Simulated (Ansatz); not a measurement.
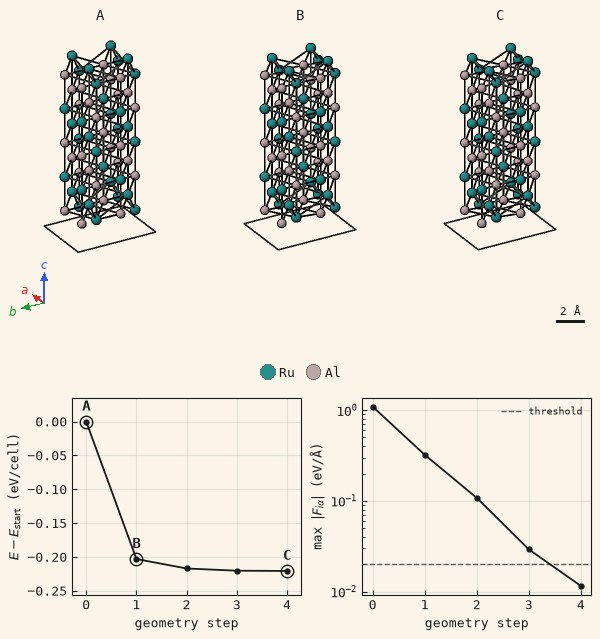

Frames of a relaxation of a slab of composition Al$_{7}$Ru$_{8}$ (cut from the Pm-3m phase), marked on the history of the run. The picture is a ball-and-stick view of the 2 × 2 repeat of the cell, outlined in the plane, without the vacuum (origin shifted), seen from a free direction.

Case: (1 1 1) slab, atoms relaxed. The slab is the (1 1 1) face of AlRu.

The calculation used Ansatz 0.2.0, DFT r2SCAN, scalar-relativistic, plane waves, PAW.

Input file:
```yaml
crystal:
  lattice:
    - [4.2180678883, 0.0, 0.0]
    - [-2.1090339442, 3.6529539462, 0.0]
    - [0.0, 0.0, 27.0541330313]
  atoms:
    - { symbol: Ru, position: [0.3333333333, 0.6666666667, 0.2772219679] }
    - { symbol: Al, position: [0.6666666667, 0.3333333333, 0.3090474011] }
    - { symbol: Ru, position: [0.0, 0.0, 0.3408728342] }
    - { symbol: Al, position: [0.3333333333, 0.6666666667, 0.3726982674] }
    - { symbol: Ru, position: [0.6666666667, 0.3333333333, 0.4045237005] }
    - { symbol: Al, position: [0.0, 0.0, 0.4363491337] }
    - { symbol: Ru, position: [0.3333333333, 0.6666666667, 0.4681745668] }
    - { symbol: Al, position: [0.6666666667, 0.3333333333, 0.5] }
    - { symbol: Ru, position: [0.0, 0.0, 0.5318254332] }
    - { symbol: Al, position: [0.3333333333, 0.6666666667, 0.5636508663] }
    - { symbol: Ru, position: [0.6666666667, 0.3333333333, 0.5954762995] }
    - { symbol: Al, position: [0.0, 0.0, 0.6273017326] }
    - { symbol: Ru, position: [0.3333333333, 0.6666666667, 0.6591271658] }
    - { symbol: Al, position: [0.6666666667, 0.3333333333, 0.6909525989] }
    - { symbol: Ru, position: [0.0, 0.0, 0.7227780321] }
basis:
  ecutwfc: 500
kpoints:
  mp_grid: { grid: [9, 9, 1] }
hamiltonian:
  xc: r2scan
scf:
  occupations: { method: gaussian, width: 0.1 }
output:
  forces: true
  eigenvalues: true
  write_density: true
  write_potential: true
  elf: true
  volumetric_format: npy
relax:
  adjacent_minimum: "off"
  f_tol: 0.02
  max_steps: 60
efield:
  axis: 3
  dipole_correction: true
  ramp_width: 0.04
```

Launched with:
```bash
ansatz run input.yaml --threads 2 --pin off --max-ram 5120MiB --backend cpu --events-out ev --progress --plain --runs-dir out
```

> What happens along the run?

The largest moves, 0.19 Å, are those of Ru1 and Ru15. Ru15 goes along the normal (−c). Largest moves by element: Ru 0.19 Å, Al 0.05 Å. The lattice vectors keep their values. Near-neighbour distances that change, for instance: Ru13–Ru15 2.983 → 2.830 Å, Al12–Ru15 2.583 → 2.447 Å, Al4–Ru7 2.583 → 2.527 Å, Al10–Ru13 2.583 → 2.638 Å. Over 4 geometry steps the energy falls by 0.221 eV per cell of the calculation. The largest force component goes from 1.1 to 0.012 eV/Å. The run took 3.6 min on 2 threads of Intel(R) Xeon(R) Platinum 8488C (Sapphire Rapids), with other jobs on the host, peak memory 1.9 GiB. From step 0 to 1: Ru atoms move most (0.18 Å), energy −0.203 eV per cell of the calculation. From step 1 to 4: Ru atoms move most (0.05 Å), energy −17.6 meV per cell of the calculation.

| step | E − E(0), meV/atom | largest force component, eV/Å |
| --- | --- | --- |
| 0 | 0.00 | 1.0921 |
| 1 | -13.53 | 0.3221 |
| 2 | -14.46 | 0.1078 |
| 3 | -14.68 | 0.0292 |
| 4 | -14.71 | 0.0115 |
